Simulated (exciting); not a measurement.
**Energy of Cd along an even scaling of the cell**

System: Cd (R-3m, 1 atom in the cell).
Method: Kohn-Sham DFT of a periodic cell, LDA, all-electron LAPW+lo, shipped species files, no spin polarisation (exciting sodium).

The 7 runs differ only in the geometry, by an even scaling of the cell at fixed fractional positions. The structure derives from a Materials Project entry.

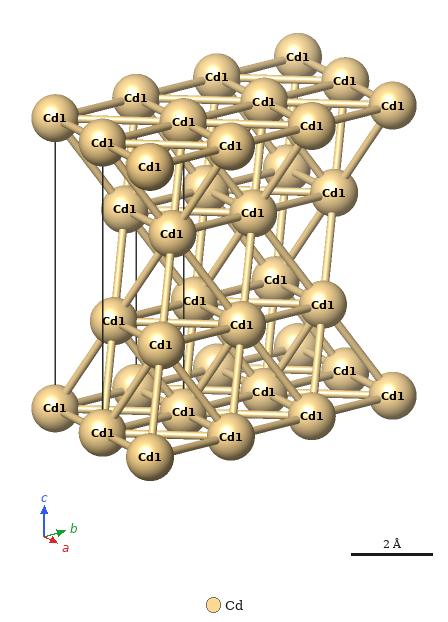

Figure 1. The structure of run 4 (ball-and-stick view of the cell 3 times as large as that of the calculation, set on its symmetry axes, repeated 2 × 3 × 1, seen slightly off an axis; atoms are numbered from 1 in the order of the input).

## Input of run 4
```
<input>
  <title>Cd</title>
  <structure speciespath="./" tshift="false">
    <crystal scale="1.88972612463">
      <basevect>1.608029151500 0.928396063500 2.449287410000</basevect>
      <basevect>-1.608029151500 0.928396063500 2.449287410000</basevect>
      <basevect>0.000000000000 -1.856792127000 2.449287410000</basevect>
    </crystal>
    <species speciesfile="Cd.xml" rmt="2.3">
      <atom coord="0.000000000000 0.000000000000 0.000000000000"/>
    </species>
  </structure>
  <groundstate do="fromscratch" ngridk="10 10 10" rgkmax="9" gmaxvr="14" lmaxapw="10" lmaxmat="10" lmaxvr="8" xctype="LDA_PW" stype="Fermi Dirac" swidth="0.00183747" nempty="8" ValenceRelativity="iora*" epsengy="1e-05" epspot="1e-05" maxscl="60" outputlevel="normal"/>
</input>
```

Command:
```bash
OMP_NUM_THREADS=1 exciting_smp
```

Run 6 has the same physical settings and fractional positions; its lattice vectors (Å) are:
```
   1.629190    0.940613    2.481519
  -1.629190    0.940613    2.481519
   0.000000   -1.881226    2.481519
```

## Results, with one run withheld

```csv
run,volume per atom (Å³),"free energy per atom, from the lowest run given (meV)"
1,20.623,0.00
2,21.062,6.64
3,21.500,16.49
4,21.939,28.48
5,22.378,42.76
6,22.817,?
7,23.255,76.79
```

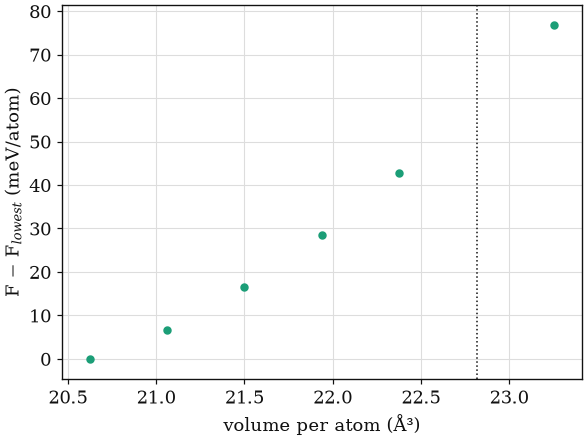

Figure 2. Free energy per atom of the runs given; the dotted line marks run 6.

Estimate the energy of run 6 from the others.

A cubic polynomial in V^(−2/3) (the Birch–Murnaghan form), fitted to the 6 runs given, misses them by at most 0.12 meV per atom. With x = V^(−2/3) − 0.12828 Å⁻², it reads F = 23.416 − 7176.1 x + 4.55e+05 x² + 2.0237e+06 x³ (meV per atom). At run 6 it gives 58.99 meV per atom, and the run itself gives 59.17. The fit has no minimum inside this range.

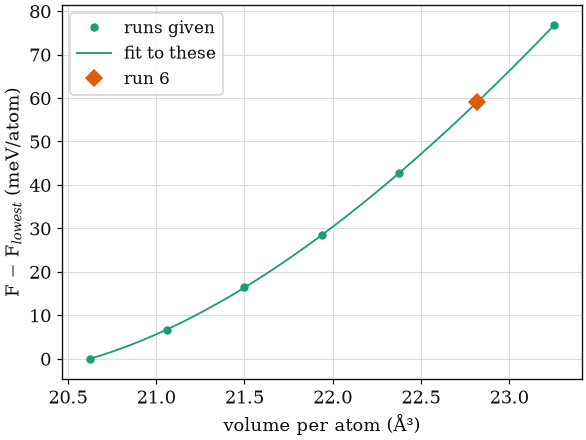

Figure 3. The fit and the withheld run.

## Some lines of the output (run 6)
```
[...]
 Absolute change in total energy   (target) :  0.712120E-04  ( 0.100000E-04)
 Total energy                               :     -5591.00281878
 Fermi energy                               :         0.22834964
 DOS at Fermi energy (states/Ha/cell)       :         5.87275491
 Absolute change in total energy   (target) :  0.135005E-03  ( 0.100000E-04)
 Total energy                               :     -5591.00281089
 Fermi energy                               :         0.22834962
 DOS at Fermi energy (states/Ha/cell)       :         5.87276224
 Absolute change in total energy   (target) :  0.788968E-05  ( 0.100000E-04)
 Total energy                               :     -5591.00281058
 DOS at Fermi energy (states/Ha/cell)       :         5.87276206
 Absolute change in total energy   (target) :  0.307085E-06  ( 0.100000E-04)
 Total energy                               :     -5591.00281072
 DOS at Fermi energy (states/Ha/cell)       :         5.87276212
```
